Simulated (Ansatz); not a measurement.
# Energy of Ge along an even scaling of the cell

System: Ge (Im-3m, 1 atom in the cell).
Method: DFT, RPBE, plane waves (420 eV) with PAW, scalar-relativistic, no spin polarisation (Ansatz 0.2.0).

The 5 runs differ only in the geometry, by an even scaling of the cell at fixed fractional positions.

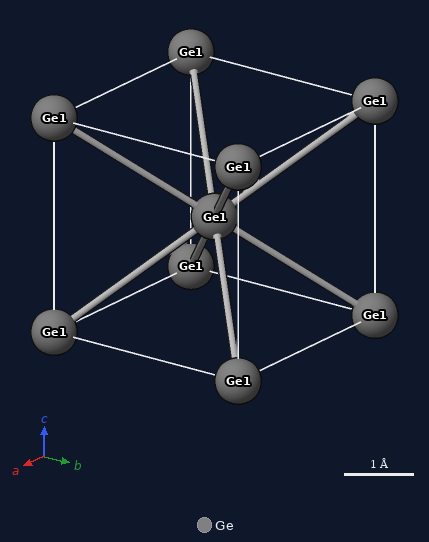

Figure 1. The structure of run 3 (ball-and-stick view of the cell 2 times as large as that of the calculation, set on its symmetry axes, seen at an oblique angle; atoms are numbered from 1 in the order of the input).

## Input of run 3
```yaml
crystal:
  lattice:
    - [-1.6822117685, 1.6822117685, 1.6822117685]
    - [1.6822117685, -1.6822117685, 1.6822117685]
    - [1.6822117685, 1.6822117685, -1.6822117685]
  atoms:
    - { symbol: Ge, position: [0.0, 0.0, 0.0] }
hamiltonian:
  xc: rpbe
  pseudopotentials:
    kind: paw
    azcp:
      Ge: "pseudopotentials/Ge.paw.azcp"
basis:
  ecutwfc: 420
  fft_grid_basis: typed
kpoints:
  mp_grid: { grid: [15, 15, 15], shift: [0, 0, 0] }
magnetization:
  spin_polarized: false
scf:
  occupations: { method: fermi_dirac, width: 0.1 }
  lower_state_search: "off"
output:
  stress: true
```

Run 4 differs from it as follows:
```diff
-    - [-1.6822117685, 1.6822117685, 1.6822117685]
-    - [1.6822117685, -1.6822117685, 1.6822117685]
-    - [1.6822117685, 1.6822117685, -1.6822117685]
+    - [-1.7052586292, 1.7052586292, 1.7052586292]
+    - [1.7052586292, -1.7052586292, 1.7052586292]
+    - [1.7052586292, 1.7052586292, -1.7052586292]
```

## Results, with one run withheld

```tsv
run	volume per atom (Å³)	free energy per atom, from the lowest run given (meV)	pressure (GPa)
1	17.455	53.53	9.31
2	18.248	17.87	5.26
3	19.042	0.00	2.09
4	19.835	?	?
5	21.422	19.35	−4.03
```

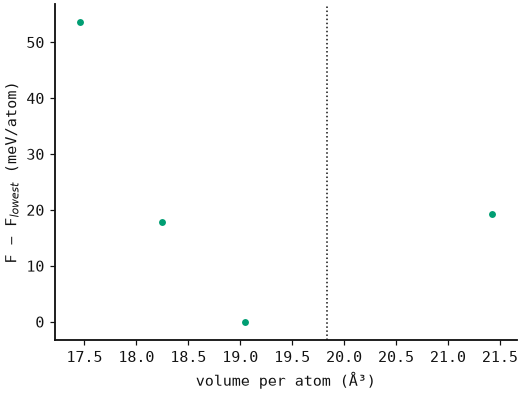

Figure 2. Free energy per atom of the runs given; the dotted line marks run 4.

Fit the runs given and predict run 4.

A quadratic polynomial in V^(−2/3) (the Birch–Murnaghan form), fitted to the 4 runs given, misses them by at most 0.21 meV per atom. With x = V^(−2/3) − 0.14069 Å⁻², it reads F = 1.1919 + 3153.9 x + 4.3462e+05 x² (meV per atom). At run 4 it gives −4.38 meV per atom, and the run itself gives −3.92. The slope of the fit gives a pressure −dF/dV of −0.38 GPa there, and the run prints −0.41 GPa. The fit has its minimum at 19.707 Å³ per atom, where V d²F/dV² gives 59 GPa: the bulk modulus at this level, since symmetry fixes the shape and the positions.

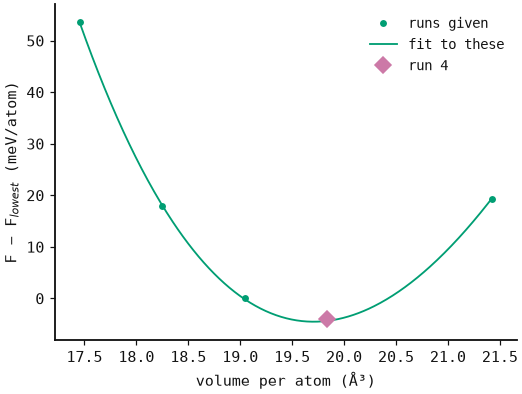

Figure 3. The fit and the withheld run.

## Output, shortened to warnings, some set-up lines, iterations and results (run 4)
```
Basis set: ecut = 420 eV, 381 PW (Γ)
Symmetry: 48 space group operations
k-points: 120 of 3375
Initial density: superposition of atomic densities (neutral atoms: chi_scale 0, normalization atom), corrected by the library's trained network
[...]
SCF iter   1: F=—  HF=-4300.355988 eV  |F-HF|=—  |Δ(HF+E_count)|=         —  Δρ=3.09e-3  dr2=7.36e-4  ethr=1.77e-3  ⟨swp⟩=5.1  Hψ=7267  notcnv=0
SCF iter   2: F=—  HF=-4300.355542 eV  |F-HF|=—  |Δ(HF+E_count)|=   4.46e-4  Δρ=1.26e-3  dr2=1.96e-4  ethr=5.26e-6  ⟨swp⟩=2.0  Hψ=2970  notcnv=0
SCF iter   3: F=—  HF=-4300.355514 eV  |F-HF|=—  |Δ(HF+E_count)|=   2.71e-5  Δρ=4.50e-4  dr2=1.19e-5  ethr=1.40e-6  ⟨swp⟩=2.9  Hψ=2081  notcnv=0
SCF iter   4: F=—  HF=-4300.355510 eV  |F-HF|=—  |Δ(HF+E_count)|=   4.70e-6  Δρ=3.85e-5  dr2=1.47e-7  ethr=8.48e-8  ⟨swp⟩=2.0  Hψ=1904  notcnv=0
SCF iter   5: F=-4300.355510 eV  HF=-4300.355510 eV  |F-HF|=1.68e-8  |Δ(HF+E_count)|=   8.50e-8  Δρ=7.02e-6  dr2=9.97e-9  ethr=1.05e-9  ⟨swp⟩=2.0  Hψ=1964  notcnv=0
SCF iter   6: F=-4300.355510 eV  HF=-4300.355510 eV  |F-HF|=2.09e-11  |Δ(HF+E_count)|=   6.71e-9  Δρ=3.66e-7  dr2=2.69e-11  ethr=7.12e-11  ⟨swp⟩=1.4  Hψ=4003  notcnv=0
SCF 1 converged in 6 iterations: F = -4300.355510 eV  dr2 = 2.69e-11
SCF converged after 6 iterations
Free energy (F): -4300.355510 eV
Harris-Foulkes:  -4300.355510 eV  (|F-HF|=2.09e-11)
Internal energy: -4300.335625 eV  (E = F + TS)
E sigma→0 (E₀):  -4300.345567 eV
Entropy (-TS):   -0.019885 eV (-19.885 meV/atom)
Fermi energy:    10.483267 eV
--- Per-component energies (eV) ---
  E_band       = -121.238518
  E_kinetic    = 109.223040
  E_local      = -2165.766249  (includes V_loc(G=0)·N_el)
  E_nonlocal   = 414.403425
  E_hartree    = 944.524758
  E_xc         = -75.234811
  E_vxc        = -63.793815  (∫ρ·V_xc dr)
  E_paw        = -2021.503401  (= ΣΔE_a)
  E_vpaw       = -304.354989  (= ΣTr[D̂ρ^β])
  E_aug_tail   = 0.000376  (compensation charges beyond the density's cutoff)
  E_ewald      = -1505.800856
  E_core_change = -0.181906  (= ΣΔE_core)
  E_smearing   = -0.019885  (= −TS)
  E_closure    = 0.000000  (closes the sum)
  Σ components = -4300.355510   (vs F -4300.355510, Δ=0.00e0)
--- Stress (GPa, compression-positive) ---
       -0.410981       0.000000      -0.000000
       -0.000000      -0.410981       0.000000
        0.000000      -0.000000      -0.410981
  P = ⅓ Tr σ = -0.4110 GPa (-4.110 kbar)
```
